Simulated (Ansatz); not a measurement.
# Two runs on ZrS

System: ZrS (Fm-3m, 2 atoms in the cell).
Method of run A: DFT LDA, scalar-relativistic, plane waves, PAW, no spin polarisation (Ansatz 0.2.0).

The structure derives from an entry of the Crystallography Open Database. Text and figures count atoms from 1; the logs count them from 0 in places.

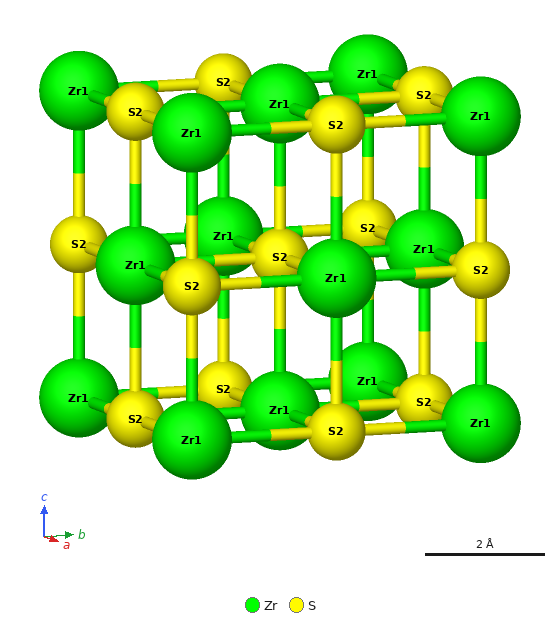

**Figure 1.** The starting structure (ball-and-stick view of the cell 4 times as large as that of the calculation, set on its symmetry axes, seen slightly off an axis; atoms are numbered from 1 in the order of the input). An atom can appear more than once, as a periodic image. Near neighbours in the periodic cell (some may lie outside the picture): Zr has 6 S at 2.62 Å; S has 6 Zr at 2.62 Å.

**The input, run A**
```yaml
crystal:
  lattice:
    - [0.0, 2.625, 2.625]
    - [2.625, 0.0, 2.625]
    - [2.625, 2.625, 0.0]
  atoms:
    - { symbol: Zr, position: [0.0, 0.0, 0.0] }
    - { symbol: S, position: [0.5, 0.5, 0.5] }
basis:
  ecutwfc: 420
kpoints:
  mp_grid: { grid: [14, 14, 14] }
hamiltonian:
  xc: lda
scf:
  occupations: { method: gaussian, width: 0.1 }
output:
  forces: true
  stress: true
  eigenvalues: true
relax:
  adjacent_minimum: "off"
  f_tol: 0.01
  max_steps: 60
  cell: { stress_tol: 0.05 }
```

Launched with:
```bash
ansatz run input.yaml --threads 1 --pin off --max-ram 2560MiB --backend cpu --events-out ev --progress --plain --runs-dir out
```

Hardware: 1 thread of Arm Neoverse V1, 24 GiB of memory available, shared host.

**Output, shortened to warnings, some set-up lines, iterations and results (run A)**
```
Basis set: ecut = 420 eV, 725 PW (Γ)
Symmetry: 48 space group operations
k-points: 104 of 2744
Initial density: superposition of atomic densities (neutral atoms: chi_scale 0, normalization atom), corrected by the library's trained network
[...]
SCF iter   1: F=—  HF=-4950.122994 eV  |F-HF|=—  |Δ(HF+E_count)|=         —  Δρ=5.27e-3  dr2=4.21e-3  ethr=1.77e-3  ⟨swp⟩=5.2  Hψ=16995  notcnv=0
SCF iter   2: F=—  HF=-4950.120856 eV  |F-HF|=—  |Δ(HF+E_count)|=   2.14e-3  Δρ=3.16e-3  dr2=1.69e-3  ethr=2.34e-5  ⟨swp⟩=1.6  Hψ=2712  notcnv=0
SCF iter   3: F=—  HF=-4950.120456 eV  |F-HF|=—  |Δ(HF+E_count)|=   4.00e-4  Δρ=3.82e-4  dr2=3.16e-5  ethr=9.39e-6  ⟨swp⟩=1.5  Hψ=1646  notcnv=0
SCF iter   4: F=—  HF=-4950.120446 eV  |F-HF|=—  |Δ(HF+E_count)|=   9.75e-6  Δρ=1.50e-4  dr2=4.53e-6  ethr=1.76e-7  ⟨swp⟩=2.3  Hψ=2076  notcnv=0
SCF iter   5: F=—  HF=-4950.120445 eV  |F-HF|=—  |Δ(HF+E_count)|=   9.38e-7  Δρ=2.49e-5  dr2=1.60e-7  ethr=2.52e-8  ⟨swp⟩=2.5  Hψ=2337  notcnv=0
[... 30 lines ...]
SCF iter   3: F=—  HF=-4950.191203 eV  |F-HF|=—  |Δ(HF+E_count)|=   4.62e-8  Δρ=9.50e-7  dr2=2.42e-10  ethr=1.77e-10  ⟨swp⟩=1.0  Hψ=1768  notcnv=0
SCF iter   4: F=—  HF=-4950.191203 eV  |F-HF|=—  |Δ(HF+E_count)|=  1.64e-11  Δρ=3.18e-7  dr2=2.90e-11  ethr=1.00e-12  ⟨swp⟩=6.4  Hψ=6762  notcnv=0
SCF iter   5: F=-4950.191203 eV  HF=-4950.191203 eV  |F-HF|=3.64e-12  |Δ(HF+E_count)|=  4.55e-12  Δρ=8.79e-8  dr2=2.00e-12  ethr=1.00e-12  ⟨swp⟩=5.0  Hψ=5454  notcnv=0
SCF 6 converged in 5 iterations: F = -4950.191203 eV  dr2 = 2.00e-12
relax step   6: F+E_penalty+E_count = -4950.19120288 eV  Δ(F+E_penalty+E_count) = +3.703e-4 eV  max|allowed force component| = 1.262e-29 eV/Å  Δτ_max = 0.0000 Å  P = -0.008 …
basis re-selected at this cell: Δ(F+E_penalty+E_count) = +3.703e-4 eV, ΔP = -0.007 GPa vs the last step (what re-selecting the basis moved, of the pressure what is left beyond the Pulay correction that the steps carried, after the strain that the cell walked since its last selection, with what the …
SCF converged after 5 iterations
Free energy (F): -4950.191203 eV
Harris-Foulkes:  -4950.191203 eV  (|F-HF|=3.64e-12)
Internal energy: -4950.184161 eV  (E = F + TS)
E sigma→0 (E₀):  -4950.187682 eV
Entropy (-TS):   -0.007041 eV (-3.521 meV/atom)
Fermi energy:    15.448775 eV
--- Per-component energies (eV) ---
  E_band       = -56.813633
  E_kinetic    = 448.823174
  E_local      = -666.389127  (includes V_loc(G=0)·N_el)
  E_nonlocal   = 112.939831
  E_hartree    = 210.129407
  E_xc         = -260.443412
  E_vxc        = -283.239143  (∫ρ·V_xc dr)
  E_paw        = -3418.244696  (= ΣΔE_a)
  E_vpaw       = -89.207190  (= ΣTr[D̂ρ^β])
  E_aug_tail   = 0.000025  (compensation charges beyond the density's cutoff)
  E_ewald      = -1377.522962
  E_core_change = 0.523598  (= ΣΔE_core)
  E_smearing   = -0.007041  (= −TS)
  E_closure    = 0.000000  (closes the sum)
  Σ components = -4950.191203   (vs F -4950.191203, Δ=0.00e0)
--- Forces (eV/Å), atoms counted from 1 ---
  atom   1  Zr    -0.00000000     0.00000000    -0.00000000
  atom   2  S      0.00000000    -0.00000000     0.00000000
  max |Σ_I F_I| component: 1.68e-29 eV/Å
--- Stress (GPa, compression-positive) ---
       -0.007574      -0.000000      -0.000000
       -0.000000      -0.007574       0.000000
       -0.000000       0.000000      -0.007574
  P = ⅓ Tr σ = -0.0076 GPa (-0.076 kbar)
--- Relaxed structure (5 steps of the walk, 5 accepted, 1 SCFs on fresh bases) ---
  F+E_penalty+E_count = -4950.19120288 eV   max|allowed force component| = 1.262e-29 eV/Å   (the final SCF, on the basis selected at the relaxed cell)
  cell:  # Å, volume = 33.8224 Å³
    - [1.2857852865962369e-33, 2.566796487066918, 2.566796487066918]
    - [2.566796487066918, 4.386796857868643e-34, 2.566796487066918]
    - [2.566796487066918, 2.566796487066918, 1.6751035558144252e-33]
  atoms:
    - { symbol: Zr, position: [-2.598476909093678e-35, 3.3627348235330373e-35, 8.253985475945045e-35] }
    - { symbol: S, position: [0.4999999999999999, 0.4999999999999999, 0.4999999999999999] }
```

The input of run B differs as follows (lines with − go, lines with + come):
```diff
-  xc: lda
+  xc: pbesol
```

How does run B compare with run A?

The total energies belong to different methods, so their difference says nothing on which is more stable or more accurate. The volume per atom goes from 16.91 to 17.23 Å³. The functional changes from LDA to PBEsol. The SCF takes 23 iterations over all geometry steps against 28.

**Output, shortened to warnings, some set-up lines, iterations and results (run B)**
```
Basis set: ecut = 420 eV, 725 PW (Γ), exchange–correlation on 50×50×50 points (8 copies of the dense FFT grid, shifted against one another)
Symmetry: 48 space group operations
k-points: 104 of 2744
Initial density: superposition of atomic densities (neutral atoms: chi_scale 0, normalization atom), corrected by the library's trained network
[...]
SCF iter   1: F=—  HF=-5016.573303 eV  |F-HF|=—  |Δ(HF+E_count)|=         —  Δρ=3.85e-3  dr2=6.44e-3  ethr=1.77e-3  ⟨swp⟩=5.3  Hψ=16953  notcnv=0
SCF iter   2: F=—  HF=-5016.570311 eV  |F-HF|=—  |Δ(HF+E_count)|=   2.99e-3  Δρ=2.56e-3  dr2=2.83e-3  ethr=3.58e-5  ⟨swp⟩=1.4  Hψ=2706  notcnv=0
SCF iter   3: F=—  HF=-5016.569529 eV  |F-HF|=—  |Δ(HF+E_count)|=   7.82e-4  Δρ=6.39e-4  dr2=1.05e-4  ethr=1.57e-5  ⟨swp⟩=2.8  Hψ=2392  notcnv=0
SCF iter   4: F=—  HF=-5016.569500 eV  |F-HF|=—  |Δ(HF+E_count)|=   2.93e-5  Δρ=1.97e-4  dr2=9.01e-6  ethr=5.81e-7  ⟨swp⟩=2.7  Hψ=2373  notcnv=0
SCF iter   5: F=—  HF=-5016.569517 eV  |F-HF|=—  |Δ(HF+E_count)|=   1.70e-5  Δρ=3.38e-5  dr2=5.02e-7  ethr=5.00e-8  ⟨swp⟩=2.3  Hψ=2461  notcnv=0
[... 23 lines ...]
SCF iter   3: F=—  HF=-5016.605357 eV  |F-HF|=—  |Δ(HF+E_count)|=   3.37e-8  Δρ=3.01e-6  dr2=8.49e-10  ethr=1.26e-10  ⟨swp⟩=3.0  Hψ=2728  notcnv=0
SCF iter   4: F=—  HF=-5016.605357 eV  |F-HF|=—  |Δ(HF+E_count)|=  1.21e-10  Δρ=1.29e-6  dr2=2.33e-10  ethr=4.72e-12  ⟨swp⟩=1.0  Hψ=1768  notcnv=0
SCF iter   5: F=-5016.605357 eV  HF=-5016.605357 eV  |F-HF|=1.82e-12  |Δ(HF+E_count)|=  1.82e-12  Δρ=4.12e-7  dr2=1.15e-11  ethr=1.00e-12  ⟨swp⟩=4.0  Hψ=7284  notcnv=0
SCF 5 converged in 5 iterations: F = -5016.605357 eV  dr2 = 1.15e-11
relax step   5: F+E_penalty+E_count = -5016.60535740 eV  Δ(F+E_penalty+E_count) = +2.410e-4 eV  max|allowed force component| = 1.183e-30 eV/Å  Δτ_max = 0.0000 Å  P = -0.011 …
basis re-selected at this cell: Δ(F+E_penalty+E_count) = +2.410e-4 eV, ΔP = -0.002 GPa vs the last step (what re-selecting the basis moved, of the pressure what is left beyond the Pulay correction that the steps carried, after the strain that the cell walked since its last selection, with what the …
SCF converged after 5 iterations
Free energy (F): -5016.605357 eV
Harris-Foulkes:  -5016.605357 eV  (|F-HF|=1.82e-12)
Internal energy: -5016.598139 eV  (E = F + TS)
E sigma→0 (E₀):  -5016.601748 eV
Entropy (-TS):   -0.007219 eV (-3.609 meV/atom)
Fermi energy:    15.279341 eV
--- Per-component energies (eV) ---
  E_band       = -60.136066
  E_kinetic    = 446.500839
  E_local      = -672.137701  (includes V_loc(G=0)·N_el)
  E_nonlocal   = 109.510580
  E_hartree    = 212.249113
  E_xc         = -259.672012
  E_vxc        = -281.910438  (∫ρ·V_xc dr)
  E_paw        = -3484.435014  (= ΣΔE_a)
  E_vpaw       = -86.597580  (= ΣTr[D̂ρ^β])
  E_aug_tail   = 0.000027  (compensation charges beyond the density's cutoff)
  E_ewald      = -1368.841641
  E_core_change = 0.227670  (= ΣΔE_core)
  E_smearing   = -0.007219  (= −TS)
  E_closure    = 0.000000  (closes the sum)
  Σ components = -5016.605357   (vs F -5016.605357, Δ=0.00e0)
--- Forces (eV/Å), atoms counted from 1 ---
  atom   1  Zr    -0.00000000    -0.00000000    -0.00000000
  atom   2  S      0.00000000     0.00000000     0.00000000
  max |Σ_I F_I| component: 2.63e-31 eV/Å
--- Stress (GPa, compression-positive) ---
       -0.010585       0.000000      -0.000000
        0.000000      -0.010585       0.000000
       -0.000000       0.000000      -0.010585
  P = ⅓ Tr σ = -0.0106 GPa (-0.106 kbar)
--- Relaxed structure (4 steps of the walk, 4 accepted, 1 SCFs on fresh bases) ---
  F+E_penalty+E_count = -5016.60535740 eV   max|allowed force component| = 1.183e-30 eV/Å   (the final SCF, on the basis selected at the relaxed cell)
  cell:  # Å, volume = 34.4700 Å³
    - [4.936141660051095e-34, 2.583075348099076, 2.583075348099076]
    - [2.583075348099076, 9.776745084934928e-34, 2.583075348099076]
    - [2.583075348099076, 2.583075348099076, -5.859677837829926e-34]
  atoms:
    - { symbol: Zr, position: [-2.292773743317375e-35, 3.6684379893081887e-35, 1.5285158288779914e-35] }
    - { symbol: S, position: [0.5, 0.5, 0.5] }
```

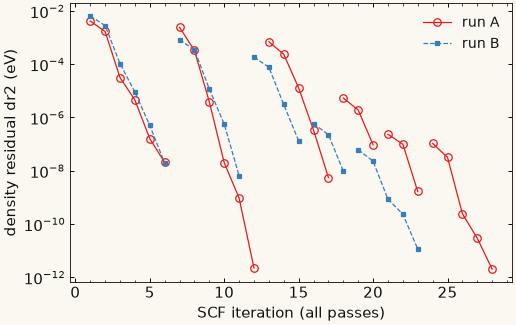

**Figure 2.** Convergence of the two runs: density residual dr2 against the SCF iteration. A break in a curve parts two SCF passes. Run A takes 28 iterations in all, and run B takes 23.

**The two runs side by side**

| quantity | run A | run B |
| --- | --- | --- |
| outcome | converged | converged |
| free energy per atom (eV) | −2475.0956 | −2508.3027 |
| energy per atom, smearing taken to zero (eV) | −2475.0938 | −2508.3009 |
| gap on the mesh (eV) | 0.00 | 0.00 |
| pressure (GPa) | −0.01 | −0.01 |
| volume per atom (Å³) | 16.91 | 17.23 |
| largest force (eV/Å) | 0.000 | 0.000 |
| SCF iterations | 28 | 23 |
| irreducible k-points | 104 | 104 |
| wall time (shared host) | 22 s | 19 s |
